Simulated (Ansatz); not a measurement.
**Geometry relaxation, with input and output: Al13N12 (part 4 of 4)**

Al13N12 (slab, 25 atoms in the cell); DFT PBE+D3(BJ), scalar-relativistic, plane waves, PAW, spin-polarised (Ansatz 0.2.0); cutoff 420 eV, 5×6×1 k-mesh, Gaussian smearing of 0.05 eV, collinear spins. The structure derives from an entry of the Crystallography Open Database. The input holds or restrains some coordinates. Forces given for the steps count only the free coordinates. It belongs to a series of runs on one base structure; here: Al put at a hollow Al-N-Al site.

### Trajectory as extended XYZ, continued
```
25
Lattice="6.2188 0.0000 0.0000 0.0000 4.9788 0.0000 0.0000 0.0000 25.2833" Properties=species:S:1:pos:R:3:forces:R:3 step=3 energy=-11622.70754
Al    3.1094    4.9710    8.5000   -0.0026  -1.8066   1.7754
Al    0.0000    4.9710    8.5000    0.0023  -1.8050   1.7939
N     3.1094    3.0697    8.5000    0.0026   0.7867   0.3802
N     0.0000    3.0697    8.5000   -0.0032   0.7800   0.3893
Al    4.6641    2.4816    9.3976   -0.0204   1.0332  -1.7937
Al    1.5547    2.4816    9.3976    0.0199   1.0328  -1.7854
N     4.6641    0.5803    9.3976   -0.0225   0.3202  -1.1655
N     1.5547    0.5803    9.3976    0.0204   0.3215  -1.1802
Al    4.6641    4.9710   11.1928   -0.0808  -0.3408   0.3135
Al    1.5547    4.9710   11.1928    0.0597  -0.3459   0.2750
N     4.6641    3.0697   11.1928   -0.0890   0.0251   0.3016
N     1.5547    3.0697   11.1928    0.0804   0.0548   0.3248
Al    0.0002    2.4733   12.0255    0.0726   0.0553   0.1524
Al    3.1091    2.4792   12.0393   -0.0754   0.0209   0.0102
N     0.0013    0.5834   12.0592   -0.0080  -0.0018   0.0759
N     3.1069    0.5827   12.0850   -0.0086   0.0374   0.1028
Al   -0.0068    4.9985   13.9195   -0.0295  -0.0188  -0.3251
Al    3.1004    5.0157   13.9737    0.0332   0.0338  -0.1774
N    -0.0013    3.1101   13.8399   -0.0454   0.1203  -0.2208
N     3.1159    3.1239   13.8663    0.0033  -0.0056   0.1020
Al    1.5647    2.4567   14.6118   -0.2864   0.5160   0.2243
Al    4.6651    2.3932   14.5072    0.2427   0.1306   0.0028
N     1.5234    0.6419   14.7493   -0.0595  -0.1908   0.4762
N     4.6773    0.6263   14.7389    0.0081   0.0561   0.2409
Al    0.5600    1.4865   16.8107    0.1858  -0.8110  -0.2968
25
Lattice="6.2188 0.0000 0.0000 0.0000 4.9788 0.0000 0.0000 0.0000 25.2833" Properties=species:S:1:pos:R:3:forces:R:3 step=5 energy=-11623.07994
Al    3.1094    4.9710    8.5000   -0.0037  -1.8000   1.6872
Al    0.0000    4.9710    8.5000    0.0033  -1.7951   1.7084
N     3.1094    3.0697    8.5000    0.0020   0.7716   0.4209
N     0.0000    3.0697    8.5000   -0.0030   0.7604   0.4402
Al    4.6641    2.4816    9.3976   -0.0384   1.0305  -1.8440
Al    1.5547    2.4816    9.3976    0.0364   1.0289  -1.8500
N     4.6641    0.5803    9.3976   -0.0320   0.3196  -1.0310
N     1.5547    0.5803    9.3976    0.0291   0.3205  -1.0519
Al    4.6641    4.9710   11.1928   -0.1858  -0.2727   0.2680
Al    1.5547    4.9710   11.1928    0.1382  -0.2937   0.2006
N     4.6641    3.0697   11.1928   -0.1691   0.0625   0.4584
N     1.5547    3.0697   11.1928    0.1314   0.1347   0.3803
Al    0.0040    2.4819   12.0273   -0.0023   0.0423   0.0048
Al    3.1034    2.4882   12.0537    0.0052   0.0425   0.0635
N     0.0020    0.5933   12.0576    0.0197   0.0142  -0.0043
N     3.1040    0.5900   12.1027   -0.0137  -0.0115   0.0249
Al   -0.0152    5.0170   13.8851   -0.0848   0.0727  -0.1187
Al    3.1005    5.0389   13.9836    0.0541   0.0297  -0.0307
N    -0.0045    3.1364   13.8185    0.0401   0.0136   0.0299
N     3.1080    3.1370   13.8981   -0.0594  -0.0293   0.0713
Al    1.5342    2.5181   14.6748   -0.1184   0.0525   0.1712
Al    4.6795    2.4212   14.5267    0.0335   0.0306   0.0745
N     1.5072    0.6500   14.7998   -0.0464  -0.0389   0.1843
N     4.6860    0.6465   14.7606   -0.0046   0.0050  -0.0081
Al    0.6491    1.1129   16.7393    0.2693  -0.4918  -0.2626
25
Lattice="6.2188 0.0000 0.0000 0.0000 4.9788 0.0000 0.0000 0.0000 25.2833" Properties=species:S:1:pos:R:3:forces:R:3 step=7 energy=-11623.31888
Al    3.1094    4.9710    8.5000   -0.0074  -1.7987   1.6517
Al    0.0000    4.9710    8.5000    0.0070  -1.7915   1.6704
N     3.1094    3.0697    8.5000    0.0033   0.7654   0.4436
N     0.0000    3.0697    8.5000   -0.0047   0.7527   0.4668
Al    4.6641    2.4816    9.3976   -0.0462   1.0242  -1.8673
Al    1.5547    2.4816    9.3976    0.0431   1.0274  -1.8639
N     4.6641    0.5803    9.3976   -0.0345   0.3205  -0.9617
N     1.5547    0.5803    9.3976    0.0318   0.3208  -0.9958
Al    4.6641    4.9710   11.1928   -0.2207  -0.2243   0.2170
Al    1.5547    4.9710   11.1928    0.1785  -0.2807   0.1403
N     4.6641    3.0697   11.1928   -0.2041   0.0639   0.6386
N     1.5547    3.0697   11.1928    0.1551   0.1426   0.4891
Al    0.0051    2.4882   12.0346    0.0133   0.0037   0.1081
Al    3.1016    2.4925   12.0694   -0.0267  -0.0205   0.0919
N     0.0045    0.5967   12.0584   -0.0213  -0.0094  -0.0897
N     3.1019    0.5878   12.1112    0.0150  -0.0062  -0.1292
Al   -0.0300    5.0174   13.8651   -0.0294   0.0230   0.1352
Al    3.1071    5.0310   13.9707    0.0432   0.0118   0.0625
N    -0.0044    3.1298   13.8411    0.0467   0.0155  -0.1090
N     3.0948    3.1234   13.9287   -0.0542  -0.0069   0.0519
Al    1.5177    2.5269   14.7429   -0.0832  -0.1041   0.1777
Al    4.6804    2.4174   14.5630   -0.0013   0.0395   0.1316
N     1.5089    0.6196   14.8067    0.0974   0.2768  -0.4741
N     4.6820    0.6391   14.7567    0.0131  -0.0355  -0.0672
Al    0.8430    0.7858   16.6314    0.0862  -0.5099   0.0809
25
Lattice="6.2188 0.0000 0.0000 0.0000 4.9788 0.0000 0.0000 0.0000 25.2833" Properties=species:S:1:pos:R:3:forces:R:3 step=9 energy=-11623.49822
Al    3.1094    4.9710    8.5000    0.0002  -1.8141   1.7913
Al    0.0000    4.9710    8.5000   -0.0006  -1.8070   1.8130
N     3.1094    3.0697    8.5000    0.0003   0.7965   0.3602
N     0.0000    3.0697    8.5000   -0.0016   0.7852   0.3854
Al    4.6641    2.4816    9.3976   -0.0523   1.0214  -1.7066
Al    1.5547    2.4816    9.3976    0.0479   1.0301  -1.7126
N     4.6641    0.5803    9.3976   -0.0265   0.3186  -1.1766
N     1.5547    0.5803    9.3976    0.0266   0.3189  -1.1796
Al    4.6641    4.9710   11.1928   -0.1798  -0.2838   0.1124
Al    1.5547    4.9710   11.1928    0.1683  -0.3199   0.1515
N     4.6641    3.0697   11.1928   -0.2335   0.0375   0.7079
N     1.5547    3.0697   11.1928    0.1689   0.1008   0.5512
Al    0.0050    2.4916   12.0520    0.0297  -0.0593  -0.0260
Al    3.0999    2.4931   12.0935   -0.0353  -0.0368  -0.0548
N     0.0016    0.5960   12.0438   -0.0086   0.0306  -0.0227
N     3.1080    0.5844   12.0889   -0.0089   0.0337   0.0015
Al   -0.0368    5.0152   13.8502    0.0604   0.0820  -0.0309
Al    3.1250    5.0174   13.9424   -0.0193   0.0833   0.0263
N    -0.0061    3.1288   13.8515    0.0531  -0.0720   0.0860
N     3.0877    3.1137   13.9544   -0.0851   0.0106  -0.0262
Al    1.5021    2.5270   14.8210    0.0078  -0.0396  -0.0375
Al    4.6779    2.4264   14.5913    0.0125  -0.2306  -0.0296
N     1.5248    0.6318   14.7187   -0.0408   0.1188   0.0585
N     4.6854    0.6328   14.7439   -0.0282   0.1267   0.0211
Al    0.9891    0.4269   16.5663    0.1449  -0.2316  -0.0632
25
Lattice="6.2188 0.0000 0.0000 0.0000 4.9788 0.0000 0.0000 0.0000 25.2833" Properties=species:S:1:pos:R:3:forces:R:3 step=10 energy=-11623.54205
Al    3.1094    4.9710    8.5000    0.0015  -1.8148   1.8070
Al    0.0000    4.9710    8.5000   -0.0018  -1.8087   1.8263
N     3.1094    3.0697    8.5000   -0.0010   0.7992   0.3534
N     0.0000    3.0697    8.5000   -0.0004   0.7886   0.3764
Al    4.6641    2.4816    9.3976   -0.0494   1.0218  -1.6857
Al    1.5547    2.4816    9.3976    0.0446   1.0300  -1.7025
N     4.6641    0.5803    9.3976   -0.0250   0.3188  -1.2001
N     1.5547    0.5803    9.3976    0.0257   0.3178  -1.2002
Al    4.6641    4.9710   11.1928   -0.1902  -0.2918   0.0713
Al    1.5547    4.9710   11.1928    0.1885  -0.3404   0.1047
N     4.6641    3.0697   11.1928   -0.2103   0.0336   0.7562
N     1.5547    3.0697   11.1928    0.1400   0.1162   0.5481
Al    0.0075    2.4899   12.0562   -0.0162  -0.0047  -0.0466
Al    3.0966    2.4938   12.0958    0.0134  -0.0259  -0.0601
N     0.0030    0.5973   12.0385   -0.0427  -0.0154   0.0424
N     3.1071    0.5874   12.0838    0.0200  -0.0162   0.0009
Al   -0.0373    5.0164   13.8443    0.0313   0.0205   0.0417
Al    3.1285    5.0161   13.9319   -0.0033   0.0116   0.0132
N    -0.0043    3.1210   13.8606    0.0092   0.0272   0.0636
N     3.0818    3.1086   13.9540    0.0087   0.0567  -0.0190
Al    1.5000    2.5277   14.8468    0.0827  -0.1112  -0.0288
Al    4.6757    2.4179   14.5904   -0.0842  -0.0129  -0.1208
N     1.5301    0.6294   14.7059   -0.0630   0.1596   0.0184
N     4.6833    0.6361   14.7396   -0.0041  -0.1238   0.0013
Al    1.0909    0.2625   16.5269    0.1259  -0.1361   0.0386
25
Lattice="6.2188 0.0000 0.0000 0.0000 4.9788 0.0000 0.0000 0.0000 25.2833" Properties=species:S:1:pos:R:3:forces:R:3 step=12 energy=-11623.59276
Al    3.1094    4.9710    8.5000    0.0014  -1.8095   1.7951
Al    0.0000    4.9710    8.5000   -0.0015  -1.8065   1.8032
N     3.1094    3.0697    8.5000    0.0001   0.7913   0.3719
N     0.0000    3.0697    8.5000   -0.0007   0.7866   0.3828
Al    4.6641    2.4816    9.3976   -0.0232   1.0188  -1.7140
Al    1.5547    2.4816    9.3976    0.0204   1.0308  -1.7293
N     4.6641    0.5803    9.3976   -0.0104   0.3202  -1.1753
N     1.5547    0.5803    9.3976    0.0127   0.3185  -1.1780
Al    4.6641    4.9710   11.1928   -0.0757  -0.3263   0.0387
Al    1.5547    4.9710   11.1928    0.1011  -0.3721   0.0592
N     4.6641    3.0697   11.1928   -0.1007  -0.0154   0.7876
N     1.5547    3.0697   11.1928    0.0679   0.0829   0.5344
Al    0.0102    2.4873   12.0629   -0.0049  -0.0235  -0.0521
Al    3.0964    2.4873   12.0818   -0.0023  -0.0199  -0.0658
N     0.0031    0.5895   12.0503   -0.0073   0.0069   0.0827
N     3.1084    0.5829   12.0714   -0.0139   0.0257   0.0570
Al   -0.0257    4.9997   13.8674   -0.0793   0.0552  -0.0639
Al    3.1344    4.9963   13.9080    0.1286   0.0436  -0.0866
N     0.0062    3.1045   13.8845    0.0580  -0.0878   0.0591
N     3.0847    3.0974   13.9281   -0.0377  -0.0526  -0.0369
Al    1.5273    2.4935   14.8627    0.0587   0.0218  -0.0481
Al    4.6654    2.3928   14.5533   -0.0001  -0.1515   0.0059
N     1.5511    0.6140   14.7032   -0.1048   0.0494   0.0772
N     4.6780    0.6088   14.7360   -0.0538   0.0883  -0.0167
Al    1.3675   -0.0005   16.4886    0.0673   0.0255   0.1120
25
Lattice="6.2188 0.0000 0.0000 0.0000 4.9788 0.0000 0.0000 0.0000 25.2833" Properties=species:S:1:pos:R:3:forces:R:3 step=14 energy=-11623.60578
Al    3.1094    4.9710    8.5000    0.0001  -1.8077   1.7865
Al    0.0000    4.9710    8.5000   -0.0002  -1.8076   1.7868
N     3.1094    3.0697    8.5000    0.0012   0.7863   0.3820
N     0.0000    3.0697    8.5000   -0.0013   0.7861   0.3823
Al    4.6641    2.4816    9.3976   -0.0007   1.0225  -1.7283
Al    1.5547    2.4816    9.3976    0.0005   1.0350  -1.7413
N     4.6641    0.5803    9.3976   -0.0005   0.3212  -1.1528
N     1.5547    0.5803    9.3976    0.0003   0.3195  -1.1605
Al    4.6641    4.9710   11.1928   -0.0041  -0.3240   0.0767
Al    1.5547    4.9710   11.1928    0.0020  -0.3774   0.0858
N     4.6641    3.0697   11.1928   -0.0040  -0.0274   0.7708
N     1.5547    3.0697   11.1928    0.0012   0.0765   0.4959
Al    0.0119    2.4849   12.0681   -0.0010  -0.0033  -0.0036
Al    3.0974    2.4848   12.0686    0.0000  -0.0012  -0.0038
N     0.0028    0.5853   12.0650   -0.0026  -0.0014  -0.0009
N     3.1065    0.5851   12.0656    0.0027  -0.0009   0.0025
Al   -0.0270    4.9964   13.8898   -0.0120   0.0015   0.0068
Al    3.1351    4.9964   13.8917    0.0108   0.0014   0.0040
N     0.0165    3.0946   13.9030   -0.0001   0.0188   0.0033
N     3.0913    3.0945   13.9043    0.0018   0.0168   0.0037
Al    1.5535    2.4924   14.8532   -0.0023   0.0078   0.0104
Al    4.6637    2.3826   14.5457    0.0013  -0.0003   0.0278
N     1.5535    0.6115   14.7190    0.0040  -0.0032   0.0042
N     4.6640    0.6069   14.7356   -0.0015  -0.0180  -0.0115
Al    1.5448    0.0455   16.5369    0.0042  -0.0208  -0.0269
25
Lattice="6.2188 0.0000 0.0000 0.0000 4.9788 0.0000 0.0000 0.0000 25.2833" Properties=species:S:1:pos:R:3:forces:R:3 step=16 energy=-11623.60621
Al    3.1094    4.9710    8.5000    0.0004  -1.8074   1.7844
Al    0.0000    4.9710    8.5000   -0.0004  -1.8074   1.7842
N     3.1094    3.0697    8.5000    0.0012   0.7857   0.3836
N     0.0000    3.0697    8.5000   -0.0012   0.7857   0.3834
Al    4.6641    2.4816    9.3976    0.0003   1.0222  -1.7296
Al    1.5547    2.4816    9.3976   -0.0003   1.0347  -1.7420
N     4.6641    0.5803    9.3976    0.0002   0.3212  -1.1497
N     1.5547    0.5803    9.3976   -0.0002   0.3195  -1.1562
Al    4.6641    4.9710   11.1928    0.0003  -0.3254   0.0696
Al    1.5547    4.9710   11.1928   -0.0010  -0.3764   0.0873
N     4.6641    3.0697   11.1928    0.0014  -0.0265   0.7762
N     1.5547    3.0697   11.1928   -0.0016   0.0737   0.5097
Al    0.0117    2.4849   12.0692    0.0040   0.0036   0.0101
Al    3.0978    2.4849   12.0690   -0.0043   0.0045   0.0092
N     0.0025    0.5850   12.0656    0.0016   0.0016  -0.0003
N     3.1068    0.5853   12.0653   -0.0002  -0.0006  -0.0024
Al   -0.0275    4.9969   13.8907    0.0226  -0.0104   0.0023
Al    3.1371    4.9969   13.8899   -0.0187  -0.0066  -0.0059
N     0.0168    3.0948   13.9066    0.0005   0.0041  -0.0051
N     3.0923    3.0954   13.9057    0.0045  -0.0069  -0.0034
Al    1.5549    2.4932   14.8593    0.0046  -0.0098  -0.0211
Al    4.6638    2.3824   14.5501   -0.0033   0.0127  -0.0099
N     1.5552    0.6121   14.7184   -0.0050  -0.0033   0.0101
N     4.6639    0.6060   14.7351   -0.0006   0.0035   0.0184
Al    1.5627    0.0136   16.5229   -0.0047   0.0083  -0.0026
```

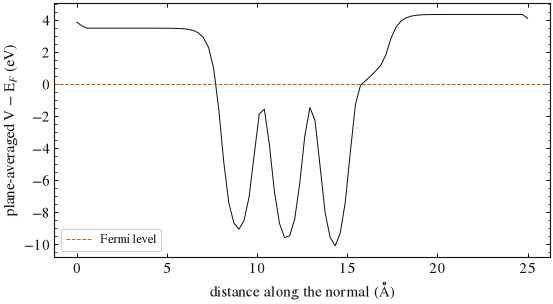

**Figure 1.** Plane average of the electrostatic potential energy of an electron across the cell, from the Fermi level. The vacuum level lies 4.34 eV above the Fermi level on the upper side and 3.48 eV on the lower.

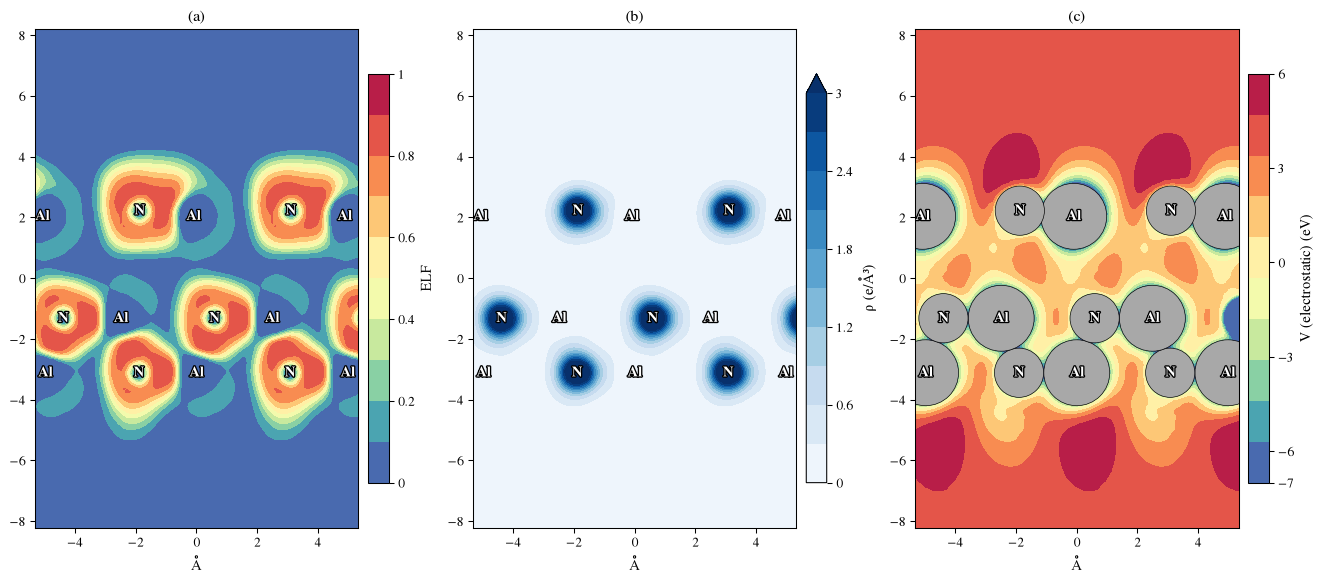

**Figure 2.** (a) electron localisation function; (b) valence charge density (pseudo); (c) electrostatic potential energy of an electron on the (100) plane of the calculation cell, a cut from vacuum to vacuum. Grey discs, where drawn, cover atomic cores. Atoms in the plane: Al and N. Al–N (1.79 Å): ρ is about 0.81 e/Å³ halfway; the ELF is about 0.85 at the midpoint. Al–N (1.89 Å): ρ at the midpoint is about 0.67 e/Å³; the ELF is about 0.85 at the midpoint. The density dies away to nearly zero in the vacuum. In a PAW calculation such maps are meaningful between the atoms, not at the nuclei.

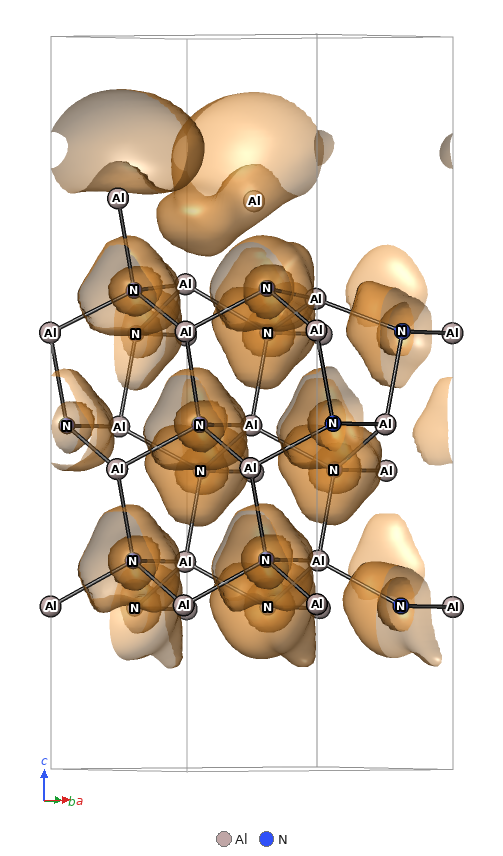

**Figure 3.** Isosurface of the ELF at 0.75 (orange), seen at an oblique angle. Only the valence region is drawn (cores and ρ < 0.01 e/Å³ removed). Sticks mark near contacts. Values along the shortest contacts: Al–N (1.79 Å): the ELF is about 0.85 at the midpoint. Al–N (1.84 Å): the ELF is about 0.85 at the midpoint.

### Key numbers

```tsv
quantity	value
outcome	converged under the restraints of the input
electrons treated	99
free energy	−11623.6062 eV
work function, top face	4.34 eV
work function, bottom face	3.48 eV
Fermi energy	0.639 eV
gap on the k-point mesh	none (metallic)
net moment of the cell	0.00 μB
integrated absolute moment	0.00 μB
final volume	782.83 Å³
work function (upper face)	4.34 eV
largest force (length of the vector) at the end, held atoms and coordinates included	2.540 eV/Å
hardware	4 threads of Intel Xeon (Granite Rapids), 32 GiB of memory available, shared host
wall time	16 min (CPU time 62 min)
peak memory	2.6 GiB
```

### Notes

Notes on the run: some starting moments were not kept; the exchange-correlation potential is rough where the density is thin.
